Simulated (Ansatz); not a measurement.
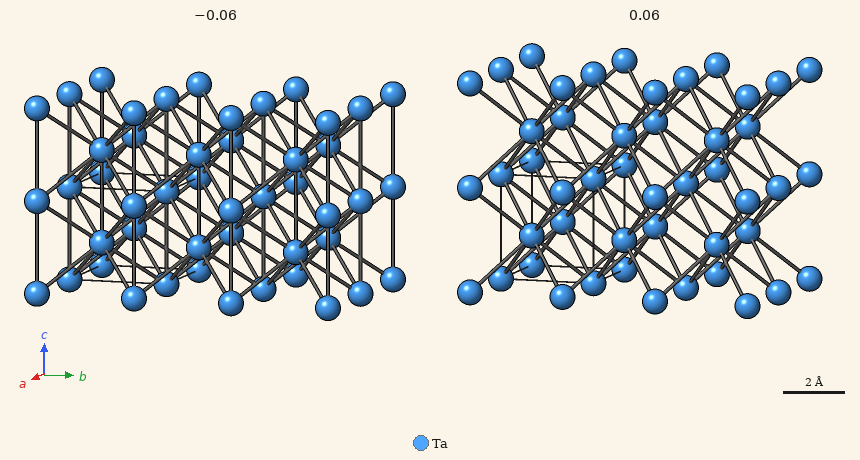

A crystal of Ta (set up in Im-3m), under uniaxial strain along a (b, c relaxed, atoms fixed by symmetry), with energies (extrapolated to zero smearing) counted from the relaxed crystal, which is the row at zero. The picture shows the first and the last member. Style: ball-and-stick. Shown: the cell of the calculation, reduced to other axes, repeated 2 × 3 × 2 with one cell outlined, slightly off an axis. Lengths and directions refer to the drawn axes.

Computed with Ansatz 0.2.0: DFT PBE, scalar-relativistic, plane waves, PAW. Settings: plane-wave cutoff 420 eV; k-point mesh 16 × 16 × 16; occupations gaussian; smearing width 0.1 eV; no spin polarisation; force threshold 0.008 eV/Å.

```
strain  energy (meV/atom)  a (Å)  c (Å)
 −0.06              29.06  3.408  3.120
 −0.04              13.11  3.375  3.186
 −0.02               3.14  3.346  3.253
   0.0               0.00  3.319  3.319
  0.02               2.98  3.295  3.385
  0.04                  ?      ?      ?
  0.06              25.83  3.250  3.518
```

> Fill in the missing row.

A parabola through three neighbouring rows (0.0, 0.02, 0.06) gives, with Lagrange weights, (−0.3333)(0.00) + (1.0000)(2.98) + (0.3333)(25.83) = 11.59 meV/atom. The calculation gives 11.62 meV/atom (a = 3.273 Å, c = 3.452 Å). The estimate is 0.03 meV/atom too low. From the first member to the last: Ta–Ta 3.120 → 3.518 Å, Ta–Ta 3.408 → 3.250 Å, Ta–Ta 2.871 → 2.894 Å.

The whole series:

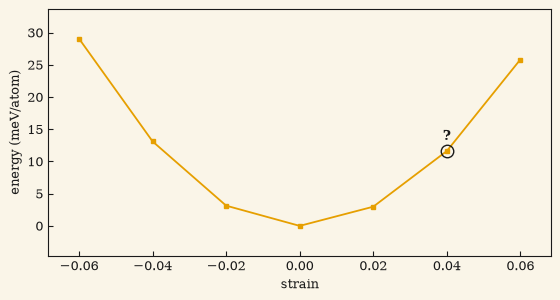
